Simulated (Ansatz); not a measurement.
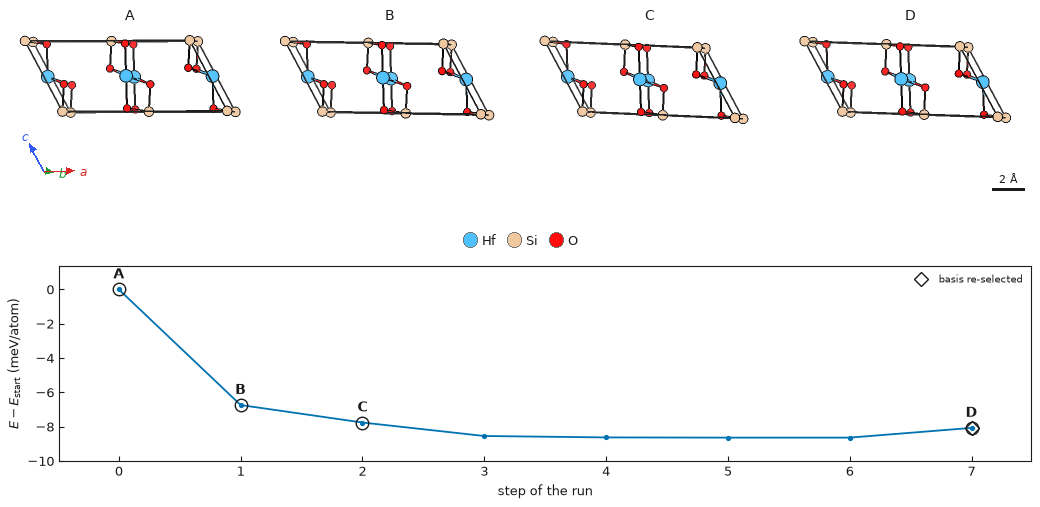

Frames of a relaxation of a crystal of HfSiO4 (built on the CaPbI4-12 type type), marked on the history of the run. The picture is a ball-and-stick view of the conventional cell (2 times the calculation's cell), seen from a free direction. Lengths and directions refer to the drawn axes.

All numbers below come from DFT, r2SCAN+rVV10, plane waves, PAW (Ansatz). Set-up: plane-wave cutoff 500 eV; k-point mesh 8 × 8 × 6; occupations fermi dirac; smearing width 0.03 eV; no spin polarisation; cell and atoms relaxed; force threshold 0.01 eV/Å; at most 120 steps.

> Describe the path.

After 6 accepted moves (7 points after the start) the energy has fallen by 8.1 meV per atom. The largest force component goes from 0.13 to 0.00093 eV/Å. The pressure goes from −1.59 to 0.04 GPa. The SCF was repeated once at an unchanged geometry on a basis and grid sized afresh for the cell, which shifted the energy by 0.6 meV per atom at most. The largest moves relative to the cell, 0.075 Å, are those of O atoms. Si and Hf stay in place. The volume changes by −7.8 %, with a 10.781 → 10.168 Å (−5.7 %), b 2.977 → 2.979 Å (+0.1 %), c 5.173 → 5.177 Å (+0.1 %), β 118.3° → 120.7°. Among the contacts that change: O–Si 1.772 → 1.756 Å, Hf–O 2.097 → 2.102 Å. The space group stays C2/m (No. 12). The run took 2.1 min on 2 threads of AMD EPYC 7R13 Processor (Zen 3), on a shared host, peak memory 1.3 GiB. From step 0 to 1: O atoms move most (0.04 Å), volume −5.1 %, energy −6.7 meV per atom. From step 1 to 2: O atoms move most (0.04 Å), volume −4.8 %, energy −1.0 meV per atom. From step 2 to 7: O atoms move most (0.02 Å), volume +2.0 %, energy −0.3 meV per atom.
